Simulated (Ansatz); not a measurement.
ZnSe

```xyz
4
Lattice="3.7797 0.0000 0.0000 -1.8898 3.2733 0.0000 0.0000 0.0000 6.1319" Properties=species:S:1:pos:R:3 pbc="T T T"
Zn    0.0000    0.0000    0.0000
Zn    0.0000    0.0000    3.0659
Se    0.0000    2.1822    1.5330
Se    1.8899    1.0911    4.5989
```

Space group P6₃/mmc; started from the NiAs prototype, which need not be the ambient phase; computed pressure about 2 GPa in this cell.

Computed with Ansatz, DFT, PBE with spin-orbit coupling, plane waves, PAW.

The density is the valence pseudo-density of a PAW calculation; it isn't the true density close to the nuclei.

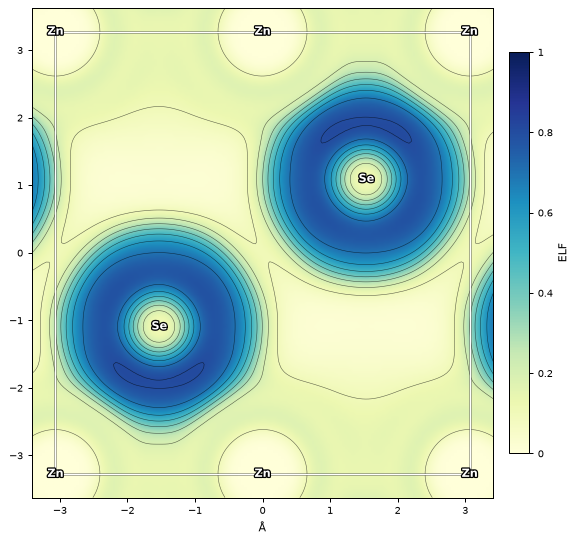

Figure 1. Electron localisation function on the (110) plane of the conventional cell.

**Read the bonding off the picture.**

The section cuts through Zn and Se sites. Zn–Se (2.67 Å): the ELF is about 0.50 at the midpoint and 0.15 at its lowest between the atoms.

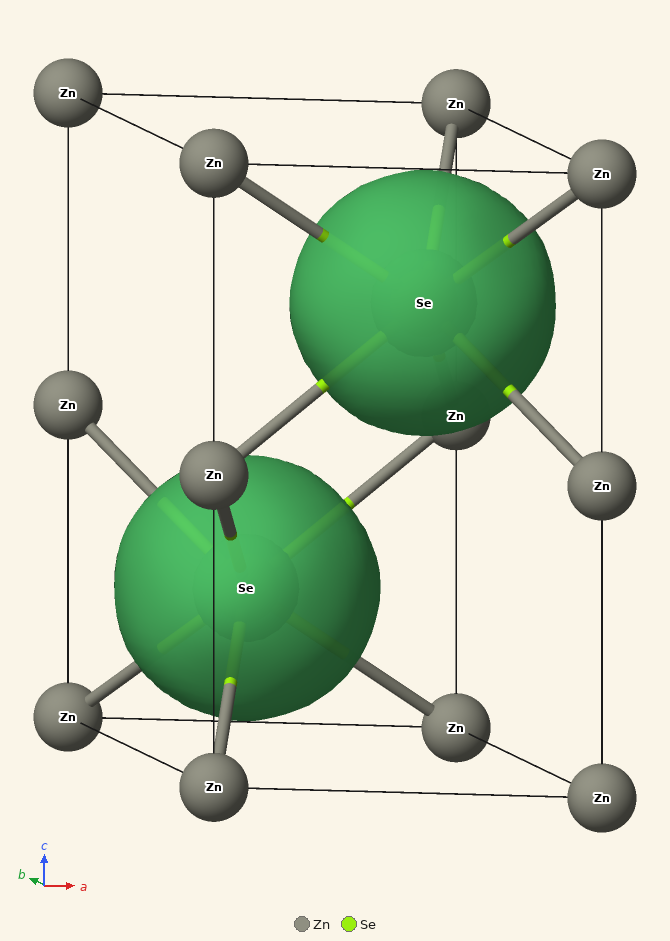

Figure 2. Isosurface of the electron localisation function at 0.6 (green), seen slightly off an axis. Only the valence region is drawn (cores and ρ < 0.01 e/Å³ removed). Sticks mark near contacts.

**Describe the localisation domains.**

The ELF exceeds this value in two regions wrapped around Se (the valence shell of each), counted in one cell of 4 atoms. Regions shared between cells count once.
